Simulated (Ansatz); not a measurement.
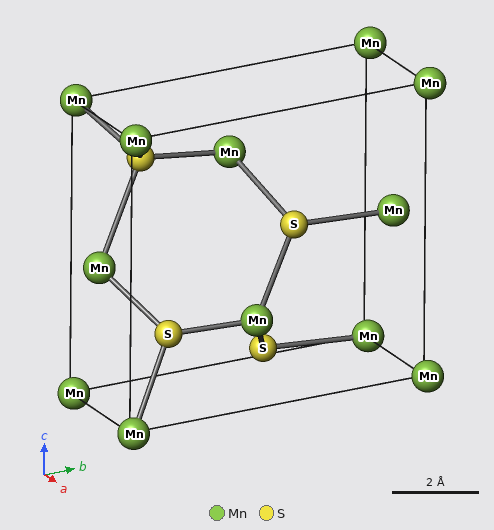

This ball-and-stick model is shown slightly off an axis. The lines enclose the cell (the run's own, in a reduced setting); boundary atoms appear with their images.

```cif
data_structure
_symmetry_space_group_name_H-M 'P 1'
_symmetry_Int_Tables_number 1
_cell_length_a 4.1121
_cell_length_b 7.0164
_cell_length_c 7.1137
_cell_angle_alpha 79.162
_cell_angle_beta 88.739
_cell_angle_gamma 74.032
_cell_volume 193.71
loop_
_atom_site_label
_atom_site_type_symbol
_atom_site_fract_x
_atom_site_fract_y
_atom_site_fract_z
_atom_site_occupancy
Mn1 Mn 0.01029 0.01100 0.99694 1
Mn2 Mn 0.55455 0.98308 0.50558 1
Mn3 Mn 0.77233 0.47624 0.25939 1
Mn4 Mn 0.24708 0.48607 0.76106 1
S1 S 0.41420 0.14946 0.83020 1
S2 S 0.83557 0.16269 0.28353 1
S3 S 0.15243 0.62515 0.05098 1
S4 S 0.71435 0.61247 0.55207 1
```

The calculation used Ansatz, DFT, PAW plane waves, r2SCAN, with plane-wave cutoff 500 eV, k-points about 0.32 Å⁻¹ apart, Fermi-Dirac smearing of 0.11 eV, collinear spins.

> How large are the site moments, and how do they order?

In the lowest state found: antiferromagnetic (within this cell). Site moments: 2 Mn +4.2 μB and 2 Mn −3.9 to −4.1 μB. The net spin moment of the whole cell is 0.0 μB, including what lies between the atoms and on sites without an arrow.

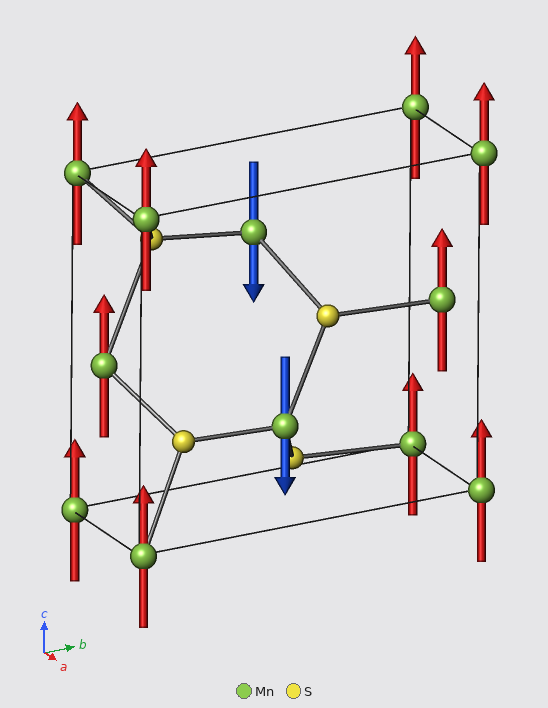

Arrows are the site magnetic moments above 0.25 μB (those induced on non-metal atoms are left out); longer means larger, and red and blue are up and down (without spin-orbit coupling the axis itself is arbitrary).

Provenance: a known structure type with the cell strained and the atoms shaken on purpose; not relaxed. Ansatz was used for an electronic-structure calculation on it.

At this level of theory the cell isn't at rest (forces up to 1.9 eV/Å), so its distances can differ from those at equilibrium, the more so the softer the solid, and its magnetic state may change on relaxation.
